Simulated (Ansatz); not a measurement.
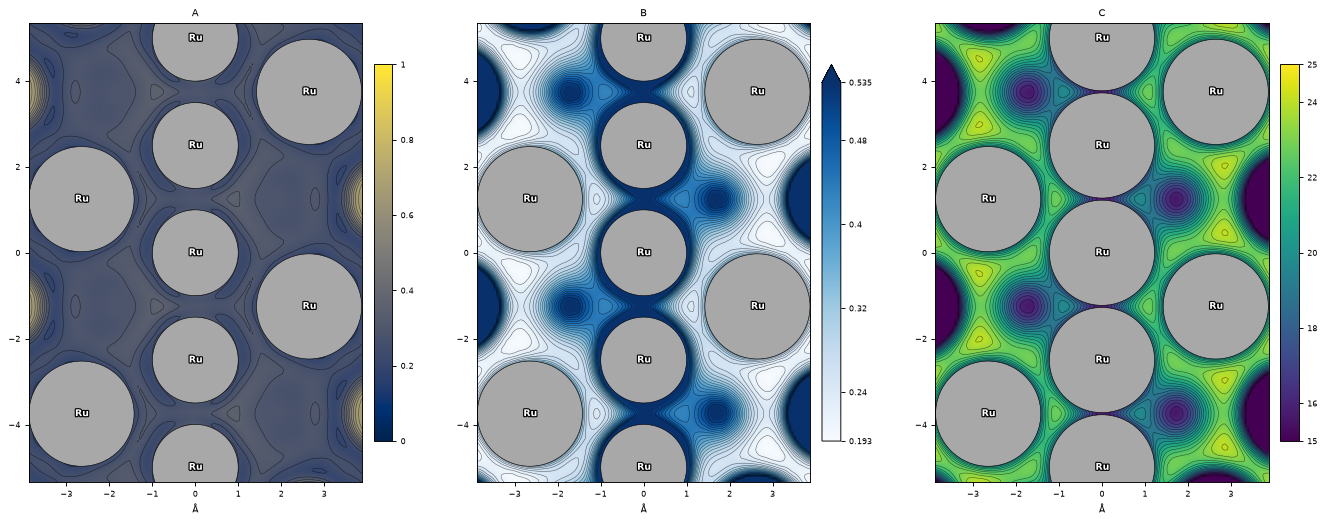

Ru: 3 fields on the (101) plane of the conventional cell, with unlabelled colour scales. Grey discs cover the atomic cores.

Space group Fd-3m; a structure generated by program, which may or may not match a known phase; computed without spin polarisation.

Theory: DFT PBE, scalar-relativistic, plane waves, PAW in Ansatz 0.2.0.

### The panels show electron localisation function, electrostatic potential energy of an electron and valence pseudo-density in some order. Assign them.

Panel A: electron localisation function. Panel B: valence pseudo-density. Panel C: electrostatic potential energy of an electron (low next to the atoms, rising into the space between them).
